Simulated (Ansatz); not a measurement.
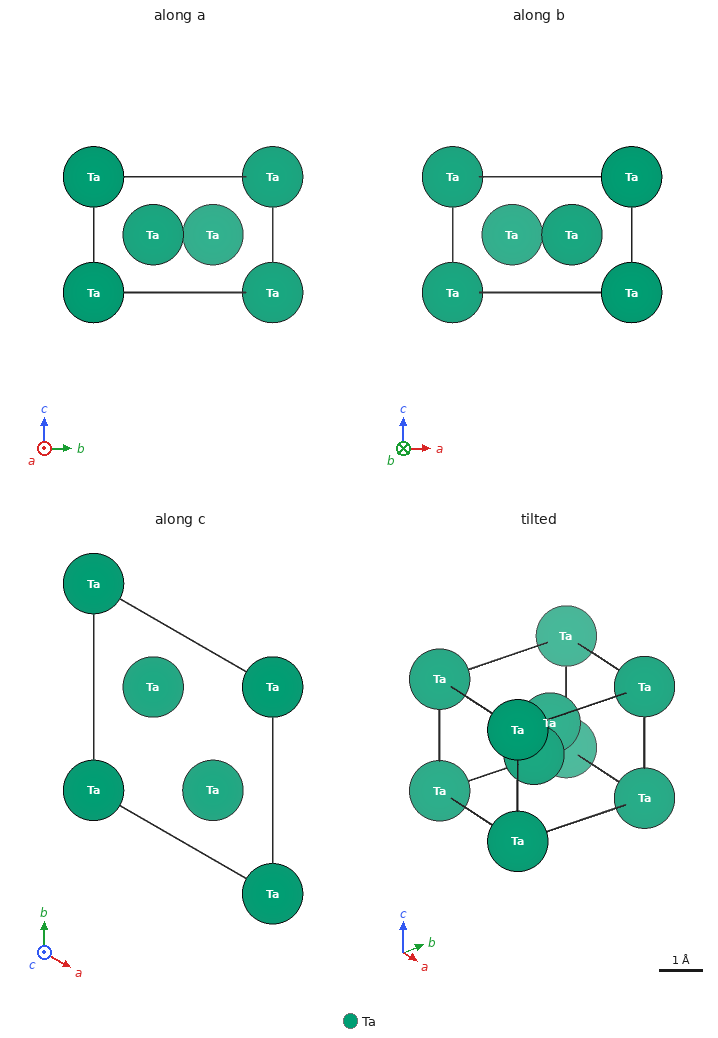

The image is a spheres-only drawing of a crystal, viewed along the a axis, along the b axis, along the c axis and slightly off an axis. The edges of the conventional unit cell are marked.

Lattice parameters: a = 4.922 Å, b = 4.922 Å, c = 2.754 Å, α = 90.00°, β = 90.00°, γ = 120.00°. Put a along x and b in the xy plane.

### Reconstruct the structure as a POSCAR file.

```
Ta
1.0
     4.922    0.000    0.000
    -2.461    4.262    0.000
     0.000    0.000    2.754
Ta
3
Direct
  0.0000 0.0000 0.0000
  0.3333 0.6667 0.5000
  0.6667 0.3333 0.5000
```

The cell started as a structure type filled with this element by a generator (whether the element takes this form wasn't checked). This is the structure after a relaxation with DFT, BLYP, plane waves (420 eV) with PAW, scalar-relativistic (Ansatz 0.2.0).
